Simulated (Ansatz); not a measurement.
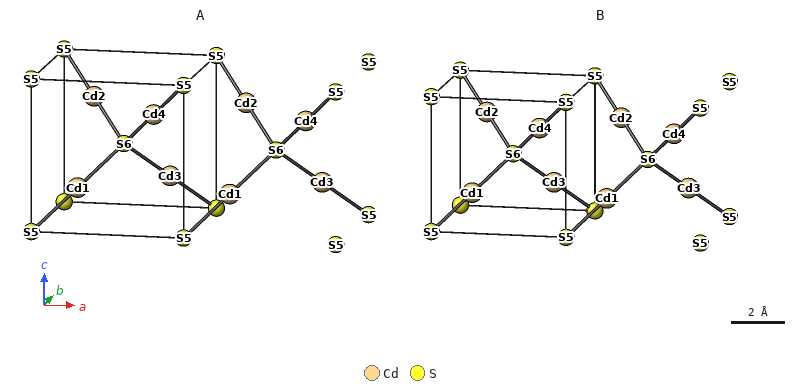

Two geometries of a crystal of Cd₂S (a generated structure, set up in Pn-3m) (coarse preliminary run), drawn at one scale. One is the start of a relaxation, the other its converged end. Style: ball-and-stick. Shown: the cell of the calculation, repeated 2 × 1 × 1 with one cell outlined, slightly off an axis.

Method: DFT PBE, scalar-relativistic, plane waves, PAW (Ansatz 0.2.0). Settings: plane-wave cutoff 420 eV; k-point mesh 4 × 4 × 4; occupations gaussian; smearing width 0.1 eV; no spin polarisation; cell and atoms relaxed; force threshold 0.04 eV/Å; at most 70 steps.

Question: Which geometry has the lower energy?

Answer: Structure A is the relaxed one. The atoms keep their places relative to the cell (all moves are under 0.005 Å). The volume changes by +44.7 %, with a = b = c 5.215 → 5.899 Å (+13.1 %). Near-neighbour distances that change, for instance: Cd1–S5 2.258 → 2.554 Å. The space group stays Pn-3m (No. 224). The energy falls by 2.902 eV per cell of the calculation in 5 accepted moves (7 points after the start). All forces vanish by symmetry, so only the cell relaxes. The pressure goes from 20.41 to 0.23 GPa. At 2 points the geometry stayed and the basis and grid were re-selected for the new cell (energy shift of 61.0 meV per cell of the calculation at most each time). The run took 46 s on 1 thread of Arm Neoverse V1 (shared host), peak memory 0.43 GiB.
